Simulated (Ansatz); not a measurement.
**Geometry relaxation, with input and output: MoS3**

- system: MoS3 (4 atoms in the cell)
- method: DFT PBE+U, scalar-relativistic, plane waves, PAW, Ueff = 4.38 eV on Mo d, no spin polarisation (Ansatz 0.2.0)

The structure was made by swapping elements on the sites of another compound; it need not be a known phase. It belongs to a series of runs on one base structure; here: O -> S, W -> Mo on all its sites, cell and atoms relaxed.

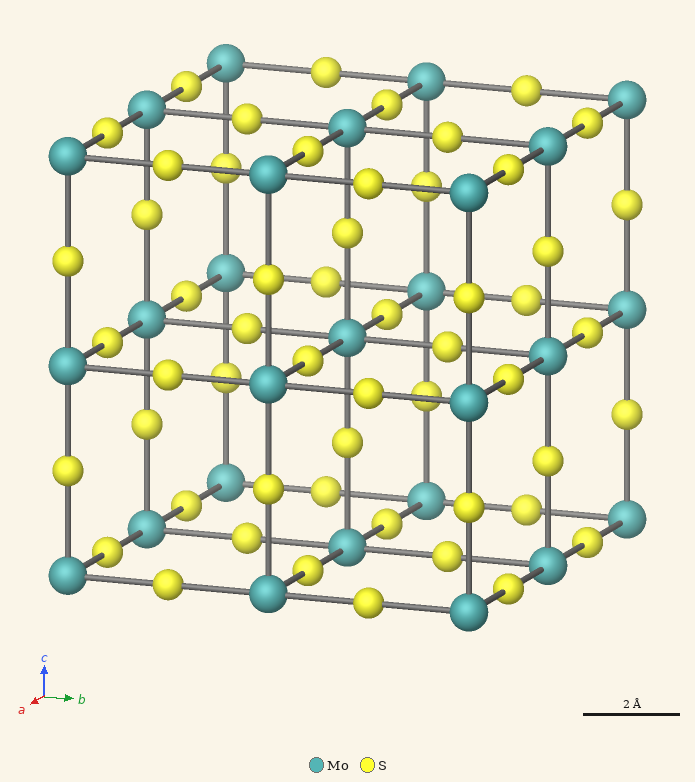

The structure as given in the input (ball-and-stick view of the cell of the calculation, repeated 2 × 2 × 2, seen slightly off an axis). Near neighbours in the crystal (not all of them lie inside the picture): Mo has 6 S at 2.27 Å; S has 2 Mo at 2.27 Å.

### Summary

| quantity | value |
| --- | --- |
| outcome | converged |
| space group (tolerance 0.01 Å) | Pm-3m (221) |
| electrons treated | 32 |
| free energy | −7656.7711 eV |
| Fermi energy | 4.965 eV |
| gap on the k-point mesh | none (metallic) |
| pressure | −0.24 GPa |
| final volume | 103.01 Å³ |
| largest force (length of the vector) at the end | under 0.001 eV/Å |
| final cell | a = 4.688 Å, b = 4.688 Å, c = 4.688 Å, α = 90.00°, β = 90.00°, γ = 90.00° |
| hardware | 1 thread of Intel Xeon (Emerald Rapids), 32 GiB of memory available, shared host |
| wall time | 3.1 s |
| peak memory | 0.4 GiB |

### Input
```yaml
crystal:
  lattice:
    - [4.5369534554, 0.0, 0.0]
    - [0.0, 4.5369534554, 0.0]
    - [0.0, 0.0, 4.5369534554]
  atoms:
    - { symbol: Mo, position: [0.0, 0.0, 0.0] }
    - { symbol: S, position: [0.0, 0.0, 0.5] }
    - { symbol: S, position: [0.0, 0.5, 0.0] }
    - { symbol: S, position: [0.5, 0.0, 0.0] }
basis:
  ecutwfc: 420
kpoints:
  mp_grid: { grid: [4, 4, 4] }
hamiltonian:
  xc: pbe
  hubbard: { sites: [{ species: Mo, l: d, u_eff: 4.38 }] }
scf:
  occupations: { method: gaussian, width: 0.1 }
output:
  forces: true
  stress: true
  eigenvalues: true
relax:
  adjacent_minimum: "off"
  f_tol: 0.05
  max_steps: 60
  cell: { stress_tol: 0.5 }
```

Launched with:
```bash
ansatz run input.yaml --threads 1 --pin off --max-ram 2560MiB --backend cpu --events-out ev --progress --plain --runs-dir out
```

### What the program printed
```
Mo: projections on atomic orbitals take those of the free atom [Ar 3d10] 4s2 4p6 4d5 5s1, of charge +0.00 (hamiltonian.pseudopotentials.projection_atoms); the dataset's partial waves leave at most 6.0e-6 of an orbital's norm unspanned inside its sphere
S: projections on atomic orbitals take those of the free atom [Ne] 3s2 3p4, of charge +0.00 (hamiltonian.pseudopotentials.projection_atoms); the dataset's partial waves leave at most 1.6e-7 of an orbital's norm unspanned inside its sphere
Engine: ansatz 0.2.0, x86_64-unknown-linux-gnu
Pseudopotentials: kind: paw
Pseudopotential: Mo, paw, valence charge 14, recommended cutoff 420 eV (normal), Mo.paw.azcp
Pseudopotential: S, paw, valence charge 6, recommended cutoff 420 eV (normal), S.paw.azcp
Functional definition: PBE
  parameter kappa = 0.804
  parameter beta = 0.06672455060314922
  exchange = pbe_x(kappa = kappa, mu = beta*pi^2/3)
  correlation = pbe_c(beta = beta)
Crystal: 4 atoms, lattice volume = 93.388 Å³
Basis set: ecut = 420 eV, 1839 PW (Γ), exchange–correlation on 64×64×64 points (8 copies of the dense FFT grid, shifted against one another)
Bands: 20, of which v1, the nominal top of the filled ones, is band 16 counted from 1 (15 counted from 0)
Symmetry: 48 space group operations
Space group: Pm-3m (ITA 221), of the structure as read, at distance tolerance 4.5e-5 Å
k-points: 10 of 64
Non-local potential: Mo, projectors of the file, l = 0: 3, l = 1: 2, l = 2: 2, l = 3: 1
Non-local potential: S, projectors of the file, l = 0: 2, l = 1: 2, l = 2: 2
PAW form: soft (Blöchl's): semilocal exchange-correlation on the pseudo side does not see the compensation charge
PAW one-centre angular grid: Mo, 590 points (default); XC on 64 Gauss nodes
PAW one-centre angular grid: S, 110 points (default); XC on 64 Gauss nodes
Initial density: superposition of atomic densities (chi_scale 0.1, normalization cell, long waves of neutral atoms under a Hubbard term (reshape's long-wave potential 0.00 eV rms, cloud 2.59 Å wide))
Initial wavefunctions: pseudopotential atomic-orbital guess
Functional: x = pbe(κ = 0.804, μ = 0.2195149727645171), c = pbe(β = 0.06672455060314922)
SCF iter   1: F=—  HF=-7657.739633 eV  |F-HF|=—  |Δ(HF+E_count)|=         —  Δρ=6.69e-2  dr2=6.19e0  ethr=3.10e-3  ⟨swp⟩=6.0  Hψ=968  notcnv=0
preconditioner: auto → Resta (q_TF=auto, 2.282 Å⁻¹)  ε∞=6.9  [insulator: Δε(μ)=0.755 eV  Ē_g=7.776 eV  σ=0.100 eV  W_gap=1.00  n_scr=18 (ndim 8)  ℏωp=18.8 eV  f_vac=0.089  D(μ)=0.00/eV (n_scr^D=0)  ε∞_Penn≈6.9]
SCF iter   2: F=—  HF=-7656.601383 eV  |F-HF|=—  |Δ(HF+E_count)|=    1.14e0  Δρ=2.49e-2  dr2=9.30e-1  ethr=3.10e-3  ⟨swp⟩=3.0  Hψ=509  notcnv=0
SCF iter   3: F=—  HF=-7656.528230 eV  |F-HF|=—  |Δ(HF+E_count)|=   7.32e-2  Δρ=1.36e-2  dr2=1.84e-1  ethr=2.91e-3  ⟨swp⟩=2.0  Hψ=314  notcnv=0
SCF iter   4: F=—  HF=-7656.499747 eV  |F-HF|=—  |Δ(HF+E_count)|=   2.85e-2  Δρ=2.33e-3  dr2=9.96e-3  ethr=5.74e-4  ⟨swp⟩=2.5  Hψ=428  notcnv=0
SCF iter   5: F=—  HF=-7656.504379 eV  |F-HF|=—  |Δ(HF+E_count)|=   4.63e-3  Δρ=1.90e-3  dr2=5.66e-3  ethr=3.11e-5  ⟨swp⟩=2.7  Hψ=321  notcnv=0
SCF iter   6: F=—  HF=-7656.505302 eV  |F-HF|=—  |Δ(HF+E_count)|=   9.22e-4  Δρ=3.49e-4  dr2=2.57e-4  ethr=1.77e-5  ⟨swp⟩=2.2  Hψ=298  notcnv=0
SCF iter   7: F=—  HF=-7656.505659 eV  |F-HF|=—  |Δ(HF+E_count)|=   3.57e-4  Δρ=6.95e-5  dr2=7.75e-6  ethr=8.04e-7  ⟨swp⟩=2.1  Hψ=282  notcnv=0
SCF iter   8: F=—  HF=-7656.505688 eV  |F-HF|=—  |Δ(HF+E_count)|=   2.93e-5  Δρ=2.43e-5  dr2=1.17e-6  ethr=2.42e-8  ⟨swp⟩=2.3  Hψ=294  notcnv=0
SCF iter   9: F=—  HF=-7656.505689 eV  |F-HF|=—  |Δ(HF+E_count)|=   1.33e-6  Δρ=1.08e-5  dr2=2.01e-7  ethr=3.65e-9  ⟨swp⟩=2.0  Hψ=295  notcnv=0
SCF iter  10: F=-7656.505689 eV  HF=-7656.505689 eV  |F-HF|=1.73e-10  |Δ(HF+E_count)|=   2.01e-8  Δρ=1.95e-6  dr2=5.72e-9  ethr=3.13e-10  ⟨swp⟩=4.7  Hψ=749  notcnv=0
SCF 1 converged in 10 iterations: F = -7656.505689 eV  dr2 = 5.72e-9
  greatest PAW one-centre occupation: 0.998 electrons in one spin orbital (limit 2), on the Mo atom at site 0 (counted from 0), in its partial waves of l = 0
relax step   1: F+E_penalty+E_count = -7656.50568942 eV  Δ(F+E_penalty+E_count) = +0.000e0 eV  max|allowed force component| = 2.687e-30 eV/Å  Δτ_max = 0.0000 Å  P = +9.958 GPa  Ω = 93.388 Å³  (10 SCF iters, dr2 threshold 1.00e-7 eV, accepted)
Crystal: 4 atoms, lattice volume = 103.007 Å³
Basis set: ecut = 420 eV, 2007 PW (Γ), exchange–correlation on 64×64×64 points (8 copies of the dense FFT grid, shifted against one another)
Initial density: handed on by an earlier stage of this run
Initial wavefunctions: those handed on with the density
iter 1 solved again at ethr=1.53e-4 eV; its pass at ethr=3.10e-3 eV (dr2=4.90e-2 eV) is discarded
SCF iter   1: F=—  HF=-7656.782784 eV  |F-HF|=—  |Δ(HF+E_count)|=         —  Δρ=5.71e-3  dr2=4.91e-2  ethr=1.53e-4  ⟨swp⟩=1.0  Hψ=1201  notcnv=0
preconditioner: auto → Resta (q_TF=auto, 2.245 Å⁻¹)  ε∞=8.4  [insulator: Δε(μ)=0.697 eV  Ē_g=6.597 eV  σ=0.100 eV  W_gap=1.00  n_scr=18 (ndim 8)  ℏωp=17.9 eV  f_vac=0.174  D(μ)=0.00/eV (n_scr^D=0)  ε∞_Penn≈8.4]
SCF iter   2: F=—  HF=-7656.775164 eV  |F-HF|=—  |Δ(HF+E_count)|=   7.62e-3  Δρ=3.13e-3  dr2=1.73e-2  ethr=1.53e-4  ⟨swp⟩=1.0  Hψ=200  notcnv=0
SCF iter   3: F=—  HF=-7656.771080 eV  |F-HF|=—  |Δ(HF+E_count)|=   4.08e-3  Δρ=9.64e-4  dr2=2.74e-3  ethr=5.41e-5  ⟨swp⟩=2.0  Hψ=307  notcnv=0
SCF iter   4: F=—  HF=-7656.770836 eV  |F-HF|=—  |Δ(HF+E_count)|=   2.44e-4  Δρ=9.39e-4  dr2=1.64e-3  ethr=8.57e-6  ⟨swp⟩=2.4  Hψ=276  notcnv=0
SCF iter   5: F=—  HF=-7656.770504 eV  |F-HF|=—  |Δ(HF+E_count)|=   3.32e-4  Δρ=2.46e-4  dr2=1.11e-4  ethr=5.13e-6  ⟨swp⟩=2.3  Hψ=264  notcnv=0
SCF iter   6: F=—  HF=-7656.770423 eV  |F-HF|=—  |Δ(HF+E_count)|=   8.08e-5  Δρ=8.50e-5  dr2=2.01e-5  ethr=3.47e-7  ⟨swp⟩=2.3  Hψ=294  notcnv=0
SCF iter   7: F=—  HF=-7656.770408 eV  |F-HF|=—  |Δ(HF+E_count)|=   1.50e-5  Δρ=2.97e-5  dr2=1.88e-6  ethr=6.28e-8  ⟨swp⟩=2.2  Hψ=287  notcnv=0
SCF iter   8: F=-7656.770408 eV  HF=-7656.770408 eV  |F-HF|=7.77e-10  |Δ(HF+E_count)|=   5.94e-7  Δρ=4.59e-6  dr2=4.29e-8  ethr=1.25e-9  ⟨swp⟩=5.2  Hψ=871  notcnv=0
SCF 2 converged in 8 iterations: F = -7656.770408 eV  dr2 = 4.29e-8
relax step   2: F+E_penalty+E_count = -7656.77040775 eV  Δ(F+E_penalty+E_count) = -2.647e-1 eV  max|allowed force component| = 6.492e-30 eV/Å  Δτ_max = 0.0000 Å  P = -0.245 GPa  Ω = 103.007 Å³  energy of the carried Pulay correction = -6.957e-4 eV  (8 SCF iters, dr2 threshold 4.00e-7 eV, accepted)
Initial wavefunctions: pseudopotential atomic-orbital guess (no wavefunctions were taken with the density)
iter 1 solved again at ethr=3.44e-7 eV; its pass at ethr=3.10e-3 eV (dr2=1.10e-4 eV) is discarded
SCF iter   1: F=—  HF=-7656.770856 eV  |F-HF|=—  |Δ(HF+E_count)|=         —  Δρ=1.14e-4  dr2=1.36e-6  ethr=3.44e-7  ⟨swp⟩=3.1  Hψ=1549  notcnv=0
preconditioner: auto → Resta (q_TF=auto, 2.245 Å⁻¹)  ε∞=8.4  [insulator: Δε(μ)=0.674 eV  Ē_g=6.593 eV  σ=0.100 eV  W_gap=1.00  n_scr=18 (ndim 8)  ℏωp=17.9 eV  f_vac=0.159  D(μ)=0.00/eV (n_scr^D=0)  ε∞_Penn≈8.4]
SCF iter   2: F=—  HF=-7656.771053 eV  |F-HF|=—  |Δ(HF+E_count)|=   1.97e-4  Δρ=5.82e-5  dr2=3.43e-7  ethr=4.26e-9  ⟨swp⟩=2.8  Hψ=369  notcnv=0
SCF iter   3: F=—  HF=-7656.771125 eV  |F-HF|=—  |Δ(HF+E_count)|=   7.15e-5  Δρ=6.43e-6  dr2=5.99e-8  ethr=1.07e-9  ⟨swp⟩=2.8  Hψ=377  notcnv=0
SCF iter   4: F=-7656.771125 eV  HF=-7656.771125 eV  |F-HF|=1.34e-8  |Δ(HF+E_count)|=   1.00e-7  Δρ=1.98e-6  dr2=3.24e-9  ethr=1.25e-11  ⟨swp⟩=3.8  Hψ=868  notcnv=0
SCF 3 converged in 4 iterations: F = -7656.771125 eV  dr2 = 3.24e-9
relax step   3: F+E_penalty+E_count = -7656.77112493 eV  Δ(F+E_penalty+E_count) = -7.172e-4 eV  max|allowed force component| = 5.769e-30 eV/Å  Δτ_max = 0.0000 Å  P = -0.242 GPa  Ω = 103.007 Å³  stress off target by 2.42e-1 GPa  SCF on the basis re-selected at this cell (its energy is not comparable with the rows above)  (4 SCF iters)
```

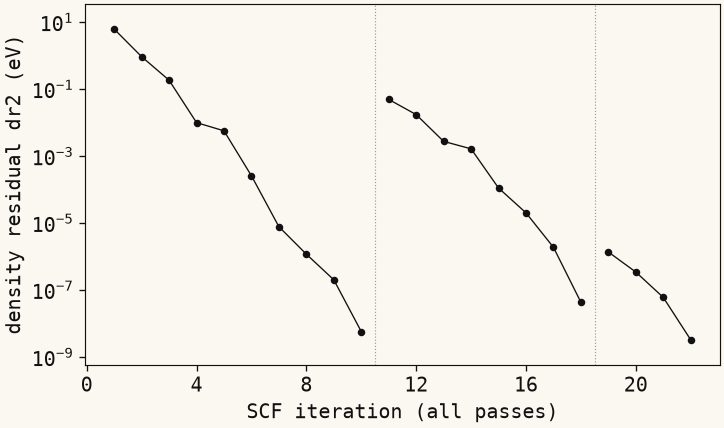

Convergence of the self-consistent field: density residual dr2 against the SCF iteration. The dotted lines part the SCF passes of the relaxation: geometry steps, rejected trials and re-solves on a re-selected basis. The passes take 10, 8 and 4 iterations.

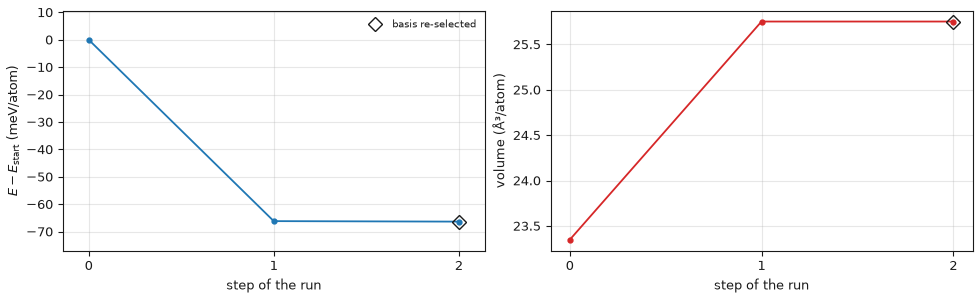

Progress of the relaxation, step by step (the first geometry is step 0 here and step 1 in the log).

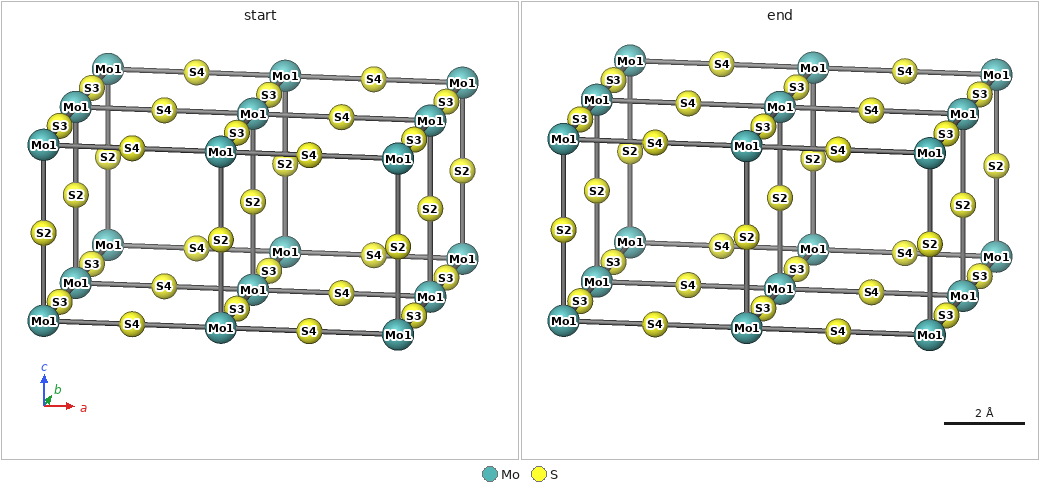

Before (left) and after (right) the relaxation, at one scale (ball-and-stick view of the cell of the calculation, repeated 2 × 2 × 1, seen slightly off an axis). After 1 geometry step the energy has fallen by 66.2 meV per atom. All forces vanish by symmetry, so only the cell relaxes. The pressure goes from 9.96 to −0.24 GPa. The atoms keep their places relative to the cell (all moves are under 0.005 Å). The volume changes by +10.3 %, with a = b = c 4.537 → 4.688 Å (+3.3 %). Among the contacts that change: Mo1–S2 2.268 → 2.344 Å. The space group stays Pm-3m (No. 221). A last SCF at the same geometry on a re-selected plane-wave basis shifts the energy by −0.2 meV per atom. (Atoms are counted from 1 in the order of the input.)

```
basis re-selected at this cell: Δ(F+E_penalty+E_count) = -7.172e-4 eV, ΔP = +0.003 GPa vs the last step (what re-selecting the basis moved, of the pressure what is left beyond the Pulay correction that the steps carried, after the strain that the cell walked since its last selection, with what the two solves' SCF thresholds leave and, on support functions, any second-order correction that the steps lacked; it is no measure of the basis error at this ecutwfc). This SCF's stress stands 2.42e-1 GPa from its target on what of the cell is left free (relax.cell.stress_tol is 5.00e-1 GPa) and its largest allowed force component is 5.77e-30 eV/Å (relax.f_tol is 5.00e-2 eV/Å): within both
SCF converged after 4 iterations
Free energy (F): -7656.771125 eV
Harris-Foulkes:  -7656.771125 eV  (|F-HF|=1.34e-8)
Internal energy: -7656.771125 eV  (E = F + TS)
E sigma→0 (E₀):  -7656.771125 eV
Entropy (-TS):   -0.000000 eV (-0.000 meV/atom)
Fermi energy:    4.964759 eV
--- Per-component energies (eV) ---
  E_band       = -312.723370
  E_kinetic    = 756.773115
  E_local      = -2509.003734  (includes V_loc(G=0)·N_el)
  E_nonlocal   = 226.126037
  E_hartree    = 928.919150
  E_xc         = -471.631885
  E_vxc        = -486.926035  (∫ρ·V_xc dr)
  E_hubbard    = 5.435666  (on-site DFT+U / exact-exchange correction)
  E_vhub       = -0.211510  (the Hubbard potential's part of the band-sum identity)
  E_paw        = -5001.090395  (= ΣΔE_a)
  E_vpaw       = -157.321015  (= ΣTr[D̂ρ^β])
  E_aug_tail   = 0.000043  (compensation charges beyond the density's cutoff)
  E_ewald      = -1592.299122
  E_smearing   = -0.000000  (= −TS)
  E_closure    = -0.000000  (closes the sum)
  Σ components = -7656.771125   (vs F -7656.771125, Δ=0.00e0)
--- Forces (eV/Å), atoms counted from 1 ---
  atom   1  Mo    -0.00000000    -0.00000000    -0.00000000
  atom   2  S      0.00000000     0.00000000    -0.00000000
  atom   3  S      0.00000000     0.00000000    -0.00000000
  atom   4  S     -0.00000000     0.00000000     0.00000000
  max |Σ_I F_I| component: 4.34e-30 eV/Å
--- Stress (GPa, compression-positive) ---
       -0.242346       0.000000       0.000000
        0.000000      -0.242346       0.000000
        0.000000       0.000000      -0.242346
  P = ⅓ Tr σ = -0.2423 GPa (-2.423 kbar)
--- Band table (eV; the first three rows and the last of 10) ---
  k-point 0: bands = ["-57.2542", "-31.3259", "-31.3259", "-31.3259", "-8.6469", "-7.2666", "-7.2666", "1.1637", "1.1637", "1.1637", "3.0992", "3.0992", "3.0992", "3.8972", "3.8972", "3.8972", "4.5166", "4.5166", "4.5166", "5.5488"]
  k-point 1: bands = ["-57.2541", "-31.3304", "-31.3258", "-31.3258", "-8.4382", "-7.2549", "-7.2074", "0.2013", "1.2273", "1.2273", "2.2158", "2.2158", "3.1136", "3.1810", "3.6882", "4.2739", "4.2739", "5.3955", "5.3955", "5.5629"]
  k-point 2: bands = ["-57.2539", "-31.3349", "-31.3257", "-31.3257", "-8.2173", "-7.2430", "-7.1276", "-0.6939", "1.3987", "1.3987", "1.6430", "1.6430", "2.6767", "3.1280", "3.4977", "4.3123", "4.3123", "5.5742", "6.2747", "6.2747"]
  k-point 9: bands = ["-57.2537", "-31.3345", "-31.3345", "-31.3345", "-7.0236", "-7.0236", "-7.0236", "-1.2871", "-0.4534", "-0.4534", "0.1290", "0.1290", "0.1290", "5.3370", "5.3370", "5.3370", "6.3977", "6.3977", "6.3977", "9.7860"]
Occupation matrices written to [file]
--- Relaxed structure (2 steps of the walk, 2 accepted, 1 SCFs on fresh bases) ---
  F+E_penalty+E_count = -7656.77112493 eV   max|allowed force component| = 5.769e-30 eV/Å   (the final SCF, on the basis selected at the relaxed cell)
  cell:  # Å, volume = 103.0071 Å³
    - [4.687655407966616, -1.0592614694129797e-33, -5.135813185032629e-34]
    - [-1.0592614694129797e-33, 4.687655407966616, 0.0]
    - [-5.135813185032629e-34, 0.0, 4.687655407966616]
  atoms:
    - { symbol: Mo, position: [1.0294641400184777e-36, 9.672817422992408e-38, -6.218239771923692e-38] }
    - { symbol: S, position: [3.109119885961913e-37, -3.454577651068717e-37, 0.49999999999999994] }
    - { symbol: S, position: [3.4545776510674857e-38, 0.49999999999999994, 7.600070832351178e-38] }
    - { symbol: S, position: [0.49999999999999994, 2.625479014812187e-37, -3.454577651068555e-38] }
```

### Trajectory as extended XYZ (Å, eV, eV/Å), 3 frames, from step=1 to step=3
```
4
Lattice="4.5370 0.0000 0.0000 0.0000 4.5370 0.0000 0.0000 0.0000 4.5370" Properties=species:S:1:pos:R:3:forces:R:3 step=1 energy=-7656.50569 pressure_GPa=9.96
Mo    0.0000    0.0000    0.0000    0.0000   0.0000   0.0000
S     0.0000    0.0000    2.2685    0.0000   0.0000   0.0000
S     0.0000    2.2685    0.0000    0.0000   0.0000   0.0000
S     2.2685    0.0000    0.0000    0.0000   0.0000   0.0000
4
Lattice="4.6877 0.0000 0.0000 0.0000 4.6877 0.0000 0.0000 0.0000 4.6877" Properties=species:S:1:pos:R:3:forces:R:3 step=2 energy=-7656.77041 pressure_GPa=-0.25
Mo    0.0000    0.0000    0.0000    0.0000   0.0000   0.0000
S     0.0000    0.0000    2.3438    0.0000   0.0000   0.0000
S     0.0000    2.3438    0.0000    0.0000   0.0000   0.0000
S     2.3438    0.0000    0.0000    0.0000   0.0000   0.0000
4
Lattice="4.6877 0.0000 0.0000 0.0000 4.6877 0.0000 0.0000 0.0000 4.6877" Properties=species:S:1:pos:R:3:forces:R:3 step=3 energy=-7656.77113 pressure_GPa=-0.24
Mo    0.0000    0.0000    0.0000    0.0000   0.0000   0.0000
S     0.0000    0.0000    2.3438    0.0000   0.0000   0.0000
S     0.0000    2.3438    0.0000    0.0000   0.0000   0.0000
S     2.3438    0.0000    0.0000    0.0000   0.0000   0.0000
```
